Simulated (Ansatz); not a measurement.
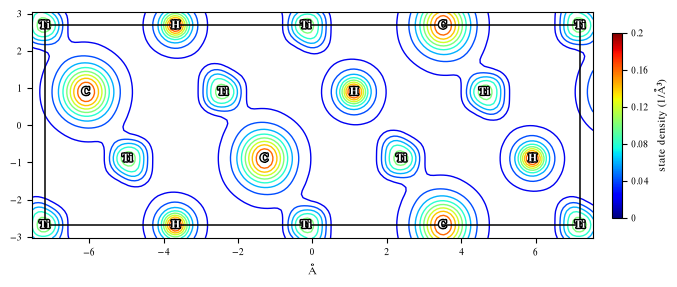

The picture shows: Ti2HC. Density of the Kohn–Sham states from −7.8 to −2.4 eV about the Fermi level (a separate group of bands), scaled to one electron a cell: a map on the (110) plane of the conventional cell.

Space group R-3m; not relaxed (largest force 0.4 eV/Å); the calculation finds a residual pressure of about −10 GPa at this fixed cell. The cell comes from a database of computed structures, not from a measurement.

All numbers below come from Ansatz, DFT LDA, scalar-relativistic, plane waves, PAW.

In a PAW calculation such maps are meaningful between the atoms, not at the nuclei.

The calculation's input:

```
crystal:
  lattice:
    - [-1.5482797468, 2.6816991858, 0.0]
    - [-3.0965594936, 0.0, 0.0]
    - [-1.5482797468, 0.8938997286, 4.794880309]
  atoms:
    - { symbol: Ti, position: [0.24394595, 0.24394595, 0.26816215] }
    - { symbol: Ti, position: [0.75605405, 0.75605405, 0.73183785] }
    - { symbol: H, position: [0.0, 0.0, 0.0] }
    - { symbol: C, position: [0.5, 0.5, 0.5] }
basis:
  ecutwfc: 420
  fft_grid_basis: typed
kpoints:
  mp_grid: { grid: [12, 12, 12] }
hamiltonian:
  xc: lda
  pseudopotentials: { kind: paw }
scf:
  occupations: { method: gaussian, width: 0.05 }
  n_extra_bands: 6
output:
  forces: true
  stress: false
  eigenvalues: true
  bader: false
  write_density: false
  volumetric_format: npy
  band_densities:
    - { e_range: [-0.25, 0.25] }
    - { e_range: [-1.2, 0.0] }
    - { e_range: [0.0, 1.2] }
    - { e_range: [-7.85, -2.38] }
    - { e_range: [-11.53, -9.62] }
  dos:
    e_range: [-30, 8]
    de: 0.02
    method: { smearing: { sigma: 0.03, scheme: gaussian } }
    projected: { site_lists: { C: [C], H: [H], Ti: [Ti] } }
checkpoint:
  read: start.run
  write: ck
  compress: false
  write_wavefunctions: false
  write_every: 100000
```

Run with:

```sh
ansatz run input.yaml --threads 1 --pin off --max-ram 2560MiB --backend cpu --events-out ev --progress --plain --runs-dir out
```

The picture shows the conventional cell (a = 3.10 Å, b = 3.10 Å, c = 14.38 Å, α = 90.00°, β = 90.00°, γ = 120.00°).

**Which atoms and orbitals make up these states?**

Projected on a minimal set of atomic orbitals (Löwdin), they are C 2p (40 %), Ti 3d (35 %) and H 1s (15 %). In space (atomic cells sized by Bader volumes) the density divides as C about 45 %, Ti about 40 % and H about 20 %. The group holds 8 electrons when full, in the cell of the calculation (4 atoms).

Cost of the run: 13 s on 1 thread of Arm Neoverse N1 (shared host), peak memory 0.39 GiB.
